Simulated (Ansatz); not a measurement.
## Geometry relaxation of Al₉Cu₄ (part 1 of 2)

- system: Al₉Cu₄ (defect cell, 13 atoms in the cell)
- method: DFT PBE, scalar-relativistic, plane waves, PAW, no spin polarisation (Ansatz 0.2.0)

The structure derives from a Materials Project entry. It belongs to a series of runs on one base structure; here: Al interstitial, charge +0, atoms relaxed. Figures and captions count atoms from 1; the log counts them from 0 in places.

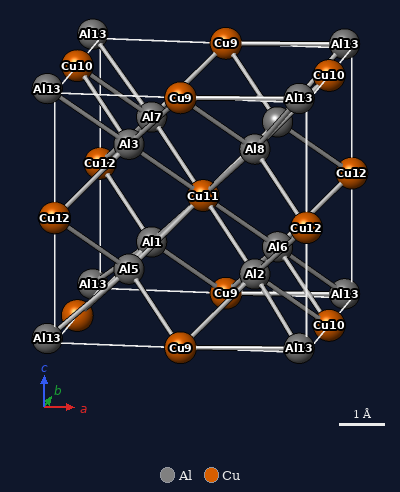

Fig. 1: The input geometry (ball-and-stick view of the cell of the calculation, seen slightly off an axis; atoms are numbered from 1 in the order of the input). An atom can appear more than once, as a periodic image.

Input file:
```yaml
crystal:
  lattice:
    - [0.0, 0.0, -5.7824626538]
    - [4.0892560504, -4.0892560504, 0.0]
    - [-4.0892560504, -4.0892560504, 0.0]
  atoms:
    - { symbol: Al, position: [0.25, 0.75, 0.25] }
    - { symbol: Al, position: [0.75, 0.25, 0.25] }
    - { symbol: Al, position: [0.25, 0.25, 0.75] }
    - { symbol: Al, position: [0.75, 0.75, 0.75] }
    - { symbol: Al, position: [0.25, 0.25, 0.25] }
    - { symbol: Al, position: [0.75, 0.75, 0.25] }
    - { symbol: Al, position: [0.25, 0.75, 0.75] }
    - { symbol: Al, position: [0.75, 0.25, 0.75] }
    - { symbol: Cu, position: [0.5, 0.0, 0.0] }
    - { symbol: Cu, position: [0.0, 0.5, 0.0] }
    - { symbol: Cu, position: [0.5, 0.5, 0.5] }
    - { symbol: Cu, position: [0.0, 0.0, 0.5] }
    - { symbol: Al, position: [-0.0310871408, 0.0117858735, 0.0134550738] }
basis:
  ecutwfc: 420
  xc_grid: 2
kpoints:
  mp_grid: { grid: [4, 4, 4], shift: [0.5, 0.5, 0.5] }
hamiltonian:
  xc: pbe
scf:
  occupations: { method: gaussian, width: 0.1 }
output:
  forces: true
  stress: false
  eigenvalues: true
  write_density: true
  write_potential: true
  elf: true
  volumetric_format: npy
relax:
  adjacent_minimum: "off"
  f_tol: 0.02
  max_steps: 60
```

Run on 4 threads of Oxide Virtual Turin-like (Zen 5), 32 GiB of memory available, shared host.

Launch command:
```bash
ansatz run input.yaml --threads 4 --pin off --max-ram 10240MiB --backend cpu --events-out ev --progress --plain --runs-dir out
```

What the program printed:
```
Engine: ansatz 0.2.0, x86_64-unknown-linux-gnu
Pseudopotentials: kind: paw
Pseudopotential: Al, paw, valence charge 3, recommended cutoff 420 eV (normal), Al.paw.azcp
Pseudopotential: Cu, paw, valence charge 19, recommended cutoff 420 eV (normal), Cu.paw.azcp
Functional definition: PBE
  parameter kappa = 0.804
  parameter beta = 0.06672455060314922
  exchange = pbe_x(kappa = kappa, mu = beta*pi^2/3)
  correlation = pbe_c(beta = beta)
Crystal: 13 atoms, lattice volume = 193.389 Å³
Basis set: ecut = 420 eV, 3791 PW (Γ), exchange–correlation on 80×80×80 points (8 copies of the dense FFT grid, shifted against one another)
Bands: 65, of which v1, the nominal top of the filled ones, is band 52 counted from 1 (51 counted from 0)
Symmetry: 1 space group operations
Space group: P1 (ITA 1), of the structure as read, at distance tolerance 5.8e-5 Å
k-points: 32 of 64 (time reversal used)
Non-local potential: Al, projectors of the file, l = 0: 2, l = 1: 2, l = 2: 1
Non-local potential: Cu, projectors of the file, l = 0: 3, l = 1: 2, l = 2: 3, l = 3: 1
PAW form: soft (Blöchl's): semilocal exchange-correlation on the pseudo side does not see the compensation charge
PAW one-centre angular grid: Al, 110 points (default); XC on 64 Gauss nodes
PAW one-centre angular grid: Cu, 590 points (default); XC on 64 Gauss nodes
Initial density: superposition of atomic densities (neutral atoms: chi_scale 0, normalization atom), corrected by the library's trained network
Initial wavefunctions: pseudopotential atomic-orbital guess
Functional: x = pbe(κ = 0.804, μ = 0.2195149727645171), c = pbe(β = 0.06672455060314922)
SCF iter   1: F=—  HF=-31338.291281 eV  |F-HF|=—  |Δ(HF+E_count)|=         —  Δρ=4.19e-3  dr2=2.83e-2  ethr=1.77e-3  ⟨swp⟩=7.3  Hψ=8964  notcnv=0  defer=15
preconditioner: auto → Kerker (q_TF=auto, 2.456 Å⁻¹)  [metal: Δε(μ)=0.002 eV  Ē_g=7.347 eV  σ=0.100 eV  W_gap=0.01  n_scr=56 (ndim 8)  ℏωp=22.5 eV  f_vac=0.000  D(μ)=8.23/eV (n_scr^D=80)]
SCF iter   2: F=—  HF=-31338.291134 eV  |F-HF|=—  |Δ(HF+E_count)|=   1.47e-4  Δρ=1.43e-3  dr2=3.27e-3  ethr=2.75e-5  ⟨swp⟩=2.0  Hψ=3417  notcnv=0  defer=20
SCF iter   3: F=—  HF=-31338.291170 eV  |F-HF|=—  |Δ(HF+E_count)|=   3.59e-5  Δρ=9.04e-4  dr2=2.03e-3  ethr=3.18e-6  ⟨swp⟩=2.0  Hψ=2641  notcnv=0  defer=20
SCF iter   4: F=—  HF=-31338.290951 eV  |F-HF|=—  |Δ(HF+E_count)|=   2.19e-4  Δρ=1.58e-4  dr2=8.18e-5  ethr=1.97e-6  ⟨swp⟩=2.4  Hψ=2755  notcnv=0  defer=20
SCF iter   5: F=—  HF=-31338.290948 eV  |F-HF|=—  |Δ(HF+E_count)|=   2.86e-6  Δρ=1.30e-4  dr2=2.68e-5  ethr=7.94e-8  ⟨swp⟩=2.0  Hψ=2887  notcnv=0  defer=20
SCF iter   6: F=-31338.290934 eV  HF=-31338.290947 eV  |F-HF|=1.29e-5  |Δ(HF+E_count)|=   8.68e-7  Δρ=8.76e-5  dr2=8.93e-6  ethr=9.71e-9  ⟨swp⟩=15.4  Hψ=19069  notcnv=0
SCF 1 converged in 6 iterations: F = -31338.290934 eV  dr2 = 8.93e-6
  greatest PAW one-centre occupation: 1.000 electrons in one spin orbital (limit 2), on the Cu atom at site 9 (counted from 0), in its partial waves of l = 0
relax step   1: F+E_penalty+E_count = -31338.29093403 eV  Δ(F+E_penalty+E_count) = +0.000e0 eV  max|allowed force component| = 2.563e0 eV/Å  Δτ_max = 0.0000 Å  (6 SCF iters, dr2 threshold 1.00e-5 eV, accepted)
Initial density: handed on by an earlier stage of this run
Initial wavefunctions: those handed on with the density
iter 1 solved again at ethr=3.77e-4 eV; its pass at ethr=3.10e-3 eV (dr2=3.88e-1 eV) is discarded
SCF iter   1: F=—  HF=-31339.241963 eV  |F-HF|=—  |Δ(HF+E_count)|=         —  Δρ=7.72e-3  dr2=3.88e-1  ethr=3.77e-4  ⟨swp⟩=1.0  Hψ=7697  notcnv=0  defer=138
preconditioner: auto → Kerker (q_TF=auto, 2.456 Å⁻¹)  [metal: Δε(μ)=0.063 eV  Ē_g=7.358 eV  σ=0.100 eV  W_gap=0.33  n_scr=56 (ndim 8)  ℏωp=22.5 eV  f_vac=0.000  D(μ)=6.88/eV (n_scr^D=56)]
SCF iter   2: F=—  HF=-31339.187331 eV  |F-HF|=—  |Δ(HF+E_count)|=   5.46e-2  Δρ=4.51e-3  dr2=1.83e-1  ethr=3.76e-4  ⟨swp⟩=1.0  Hψ=1900  notcnv=0  defer=138
SCF iter   3: F=—  HF=-31339.153163 eV  |F-HF|=—  |Δ(HF+E_count)|=   3.42e-2  Δρ=3.90e-3  dr2=1.93e-2  ethr=1.78e-4  ⟨swp⟩=2.0  Hψ=3148  notcnv=0  defer=138
SCF iter   4: F=—  HF=-31339.147082 eV  |F-HF|=—  |Δ(HF+E_count)|=   6.08e-3  Δρ=9.83e-4  dr2=2.74e-3  ethr=1.87e-5  ⟨swp⟩=2.0  Hψ=3880  notcnv=0  defer=180
SCF iter   5: F=—  HF=-31339.146504 eV  |F-HF|=—  |Δ(HF+E_count)|=   5.78e-4  Δρ=1.90e-4  dr2=1.13e-4  ethr=2.66e-6  ⟨swp⟩=2.0  Hψ=2596  notcnv=0  defer=180
SCF iter   6: F=—  HF=-31339.146494 eV  |F-HF|=—  |Δ(HF+E_count)|=   9.98e-6  Δρ=1.71e-4  dr2=3.94e-5  ethr=9.71e-8  ⟨swp⟩=15.3  Hψ=17123  notcnv=0
SCF iter   7: F=-31339.146478 eV  HF=-31339.146487 eV  |F-HF|=9.54e-6  |Δ(HF+E_count)|=   6.39e-6  Δρ=7.41e-5  dr2=7.60e-6  ethr=3.82e-8  ⟨swp⟩=10.9  Hψ=17396  notcnv=0
SCF 2 converged in 7 iterations: F = -31339.146478 eV  dr2 = 7.60e-6
relax step   2: F+E_penalty+E_count = -31339.14647781 eV  Δ(F+E_penalty+E_count) = -8.555e-1 eV  max|allowed force component| = 9.886e-1 eV/Å  Δτ_max = 0.1142 Å  (7 SCF iters, dr2 threshold 1.00e-4 eV, accepted)
SCF iter   1: F=—  HF=-31339.257123 eV  |F-HF|=—  |Δ(HF+E_count)|=         —  Δρ=3.74e-3  dr2=5.83e-2  ethr=1.53e-3  ⟨swp⟩=3.4  Hψ=4854  notcnv=0  defer=176
preconditioner: auto → Kerker (q_TF=auto, 2.456 Å⁻¹)  [metal: Δε(μ)=0.095 eV  Ē_g=7.348 eV  σ=0.100 eV  W_gap=0.48  n_scr=56 (ndim 8)  ℏωp=22.5 eV  f_vac=0.000  D(μ)=6.79/eV (n_scr^D=56)]
SCF iter   2: F=—  HF=-31339.247575 eV  |F-HF|=—  |Δ(HF+E_count)|=   9.55e-3  Δρ=2.30e-3  dr2=2.46e-2  ethr=5.66e-5  ⟨swp⟩=1.0  Hψ=2400  notcnv=0  defer=179
SCF iter   3: F=—  HF=-31339.241969 eV  |F-HF|=—  |Δ(HF+E_count)|=   5.61e-3  Δρ=1.26e-3  dr2=2.00e-3  ethr=2.39e-5  ⟨swp⟩=2.2  Hψ=2967  notcnv=0  defer=179
SCF iter   4: F=—  HF=-31339.241503 eV  |F-HF|=—  |Δ(HF+E_count)|=   4.65e-4  Δρ=2.39e-4  dr2=1.90e-4  ethr=1.95e-6  ⟨swp⟩=2.0  Hψ=2676  notcnv=0  defer=179
iter 5 did not close the SCF: its close was put off for the readings that it lacked (scf_convergence_deferred on its scf_iter line)
SCF iter   5: F=-31339.241435 eV  HF=-31339.241446 eV  |F-HF|=1.08e-5  |Δ(HF+E_count)|=   5.77e-5  Δρ=6.34e-5  dr2=1.49e-5  ethr=1.84e-7  ⟨swp⟩=2.4  Hψ=2985  notcnv=0  defer=179
SCF iter   6: F=-31339.241441 eV  HF=-31339.241442 eV  |F-HF|=7.27e-7  |Δ(HF+E_count)|=   3.46e-6  Δρ=1.95e-5  dr2=1.37e-6  ethr=1.45e-8  ⟨swp⟩=14.1  Hψ=16013  notcnv=0
SCF 3 converged in 6 iterations: F = -31339.241441 eV  dr2 = 1.37e-6
  greatest PAW one-centre occupation: 1.000 electrons in one spin orbital (limit 2), on the Cu atom at site 8 (counted from 0), in its partial waves of l = 0
relax step   3: F+E_penalty+E_count = -31339.24144143 eV  Δ(F+E_penalty+E_count) = -9.496e-2 eV  max|allowed force component| = 2.100e-2 eV/Å  Δτ_max = 0.1487 Å  (6 SCF iters, dr2 threshold 6.11e-5 eV, accepted)
iter 1 solved again at ethr=1.21e-9 eV; its pass at ethr=3.10e-3 eV (dr2=1.24e-6 eV) is discarded
SCF iter   1: F=—  HF=-31339.241649 eV  |F-HF|=—  |Δ(HF+E_count)|=         —  Δρ=1.96e-5  dr2=1.24e-6  ethr=1.21e-9  ⟨swp⟩=1.0  Hψ=5056  notcnv=0
preconditioner: auto → Resta (q_TF=auto, 2.456 Å⁻¹)  ε∞=10.4  [insulator: Δε(μ)=0.103 eV  Ē_g=7.346 eV  σ=0.100 eV  W_gap=0.51  n_scr=56 (ndim 8)  ℏωp=22.5 eV  f_vac=0.000  D(μ)=6.78/eV (n_scr^D=56)  ε∞_Penn≈10.4]
SCF iter   2: F=—  HF=-31339.241442 eV  |F-HF|=—  |Δ(HF+E_count)|=   2.07e-4  Δρ=1.51e-5  dr2=7.06e-7  ethr=1.20e-9  ⟨swp⟩=2.0  Hψ=3045  notcnv=0
SCF iter   3: F=—  HF=-31339.241442 eV  |F-HF|=—  |Δ(HF+E_count)|=   5.44e-8  Δρ=1.09e-5  dr2=1.84e-7  ethr=6.85e-10  ⟨swp⟩=2.0  Hψ=2858  notcnv=0
iter 4 did not close the SCF: its close was put off for the readings that it lacked (scf_convergence_deferred on its scf_iter line)
SCF iter   4: F=-31339.241442 eV  HF=-31339.241442 eV  |F-HF|=4.94e-9  |Δ(HF+E_count)|=   1.87e-8  Δρ=2.05e-6  dr2=1.48e-8  ethr=1.79e-10  ⟨swp⟩=2.2  Hψ=3503  notcnv=0
iter 5 did not close the SCF: its close was put off for the readings that it lacked (scf_convergence_deferred on its scf_iter line)
SCF iter   5: F=-31339.241442 eV  HF=-31339.241442 eV  |F-HF|=1.42e-9  |Δ(HF+E_count)|=  5.17e-10  Δρ=1.66e-6  dr2=5.39e-9  ethr=1.44e-11  ⟨swp⟩=2.0  Hψ=2840  notcnv=0
SCF iter   6: F=-31339.241442 eV  HF=-31339.241442 eV  |F-HF|=2.20e-9  |Δ(HF+E_count)|=  9.09e-10  Δρ=1.21e-6  dr2=2.07e-9  ethr=5.23e-12  ⟨swp⟩=5.3  Hψ=10129  notcnv=0
SCF 4 converged in 6 iterations: F = -31339.241442 eV  dr2 = 2.07e-9
relax step   4: F+E_penalty+E_count = -31339.24144195 eV  Δ(F+E_penalty+E_count) = -5.246e-7 eV  max|allowed force component| = 2.123e-2 eV/Å  Δτ_max = 0.0000 Å  (6 SCF iters, accepted)
SCF iter   1: F=—  HF=-31339.242635 eV  |F-HF|=—  |Δ(HF+E_count)|=         —  Δρ=1.15e-3  dr2=1.64e-3  ethr=6.84e-6  ⟨swp⟩=2.0  Hψ=4460  notcnv=0  defer=180
preconditioner: auto → Resta (q_TF=auto, 2.456 Å⁻¹)  ε∞=10.4  [insulator: Δε(μ)=0.104 eV  Ē_g=7.346 eV  σ=0.100 eV  W_gap=0.52  n_scr=56 (ndim 8)  ℏωp=22.5 eV  f_vac=0.000  D(μ)=6.79/eV (n_scr^D=56)  ε∞_Penn≈10.4]
SCF iter   2: F=—  HF=-31339.242067 eV  |F-HF|=—  |Δ(HF+E_count)|=   5.69e-4  Δρ=6.14e-4  dr2=4.73e-4  ethr=1.59e-6  ⟨swp⟩=1.0  Hψ=2400  notcnv=0  defer=180
SCF iter   3: F=—  HF=-31339.241878 eV  |F-HF|=—  |Δ(HF+E_count)|=   1.89e-4  Δρ=5.50e-5  dr2=6.12e-6  ethr=4.59e-7  ⟨swp⟩=2.0  Hψ=3412  notcnv=0  defer=180
SCF iter   4: F=—  HF=-31339.241680 eV  |F-HF|=—  |Δ(HF+E_count)|=   1.98e-4  Δρ=5.98e-5  dr2=4.10e-6  ethr=5.94e-9  ⟨swp⟩=2.0  Hψ=3525  notcnv=0  defer=180
iter 5 did not close the SCF: its close was put off for the readings that it lacked (scf_convergence_deferred on its scf_iter line)
SCF iter   5: F=-31339.241679 eV  HF=-31339.241679 eV  |F-HF|=3.61e-8  |Δ(HF+E_count)|=   9.76e-7  Δρ=7.35e-6  dr2=8.18e-8  ethr=3.98e-9  ⟨swp⟩=2.0  Hψ=3363  notcnv=0  defer=180
SCF iter   6: F=-31339.241679 eV  HF=-31339.241679 eV  |F-HF|=1.19e-9  |Δ(HF+E_count)|=   4.18e-9  Δρ=1.48e-6  dr2=3.68e-9  ethr=7.94e-11  ⟨swp⟩=10.6  Hψ=13166  notcnv=0
SCF 5 converged in 6 iterations: F = -31339.241679 eV  dr2 = 3.68e-9
relax step   5: F+E_penalty+E_count = -31339.24167892 eV  Δ(F+E_penalty+E_count) = -2.370e-4 eV  max|allowed force component| = 1.086e-3 eV/Å  Δτ_max = 0.0110 Å  (6 SCF iters, accepted)
```

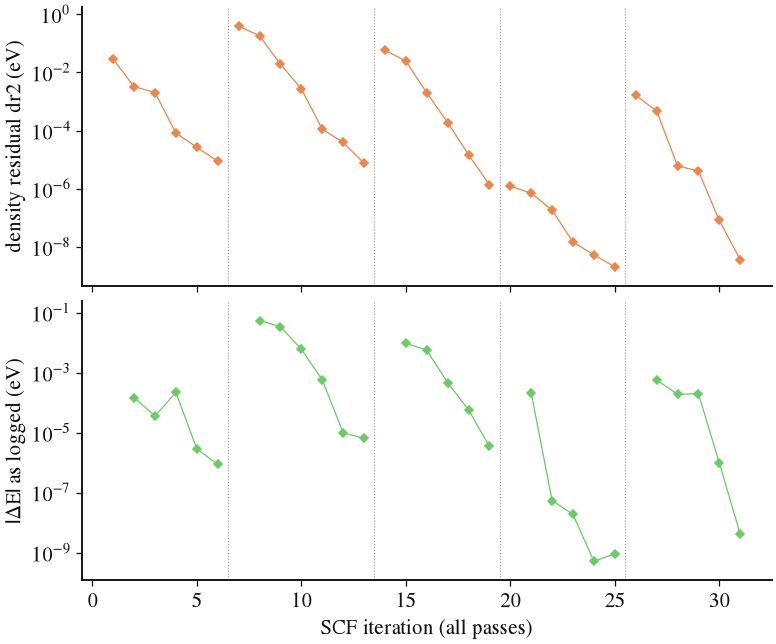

Fig. 2: Convergence of the self-consistent field: density residual dr2 and size of the energy change against the SCF iteration. The dotted lines part the SCF passes of the relaxation: geometry steps, rejected trials and re-solves on a re-selected basis. The 5 passes take 6 to 7 iterations each, 31 in all.

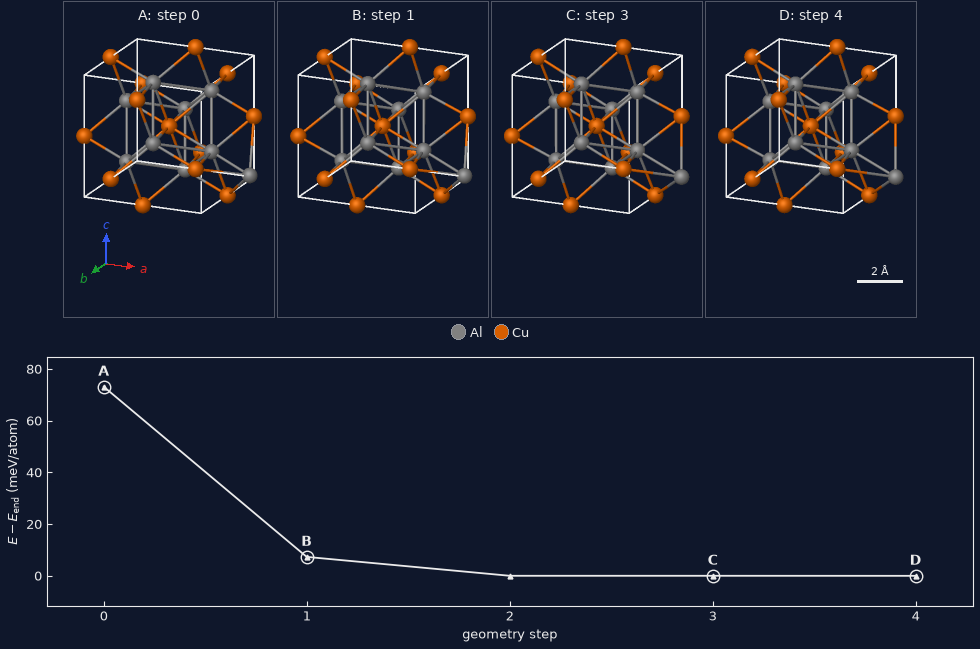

Fig. 3: Frames of the relaxation (ball-and-stick view of the cell of the calculation, seen at an oblique angle) above the curves, on which the letters mark them (the first geometry is step 0 here and step 1 in the log).

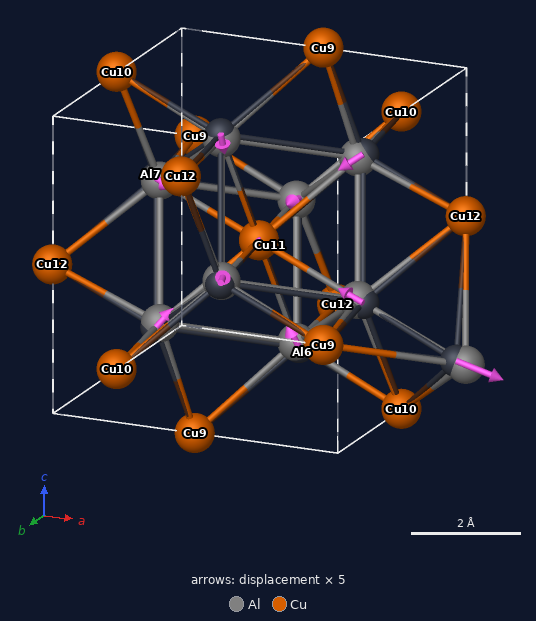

Fig. 4: Start (faint) and end (solid) with the displacements as pink arrows, magnified 5 times (ball-and-stick view of the cell of the calculation, seen at an oblique angle). Over 4 geometry steps the energy falls by 73.1 meV per atom. The largest force component goes from 2.6 to 0.0011 eV/Å. The largest move is that of Al13, 0.19 Å. By element the largest moves are Al 0.19 Å, Cu 0.02 Å. The cell stays as it was. Among the contacts that change: Al2–Al13 2.318 → 2.607 Å, Al6–Al13 2.401 → 2.608 Å, Al8–Al13 2.413 → 2.608 Å, Cu9–Al13 2.713 → 2.889 Å. (Atoms are counted from 1 in the order of the input.)

```
SCF converged after 6 iterations
Free energy (F): -31339.241679 eV
Harris-Foulkes:  -31339.241679 eV  (|F-HF|=1.19e-9)
Internal energy: -31339.207738 eV  (E = F + TS)
E sigma→0 (E₀):  -31339.224708 eV
Entropy (-TS):   -0.033941 eV (-2.611 meV/atom)
Fermi energy:    10.449093 eV
--- Per-component energies (eV) ---
  E_band       = -1884.185751
  E_kinetic    = 1416.724422
  E_local      = -23463.009912  (includes V_loc(G=0)·N_el)
  E_nonlocal   = 1618.976089
  E_hartree    = 10534.320500
  E_xc         = -725.519625
  E_vxc        = -735.881190  (∫ρ·V_xc dr)
  E_paw        = -10830.537355  (= ΣΔE_a)
  E_vpaw       = -1789.637899  (= ΣTr[D̂ρ^β])
  E_aug_tail   = 0.000976  (compensation charges beyond the density's cutoff)
  E_ewald      = -9890.162832
  E_smearing   = -0.033941  (= −TS)
  E_closure    = -0.000000  (closes the sum)
  Σ components = -31339.241679   (vs F -31339.241679, Δ=0.00e0)
```
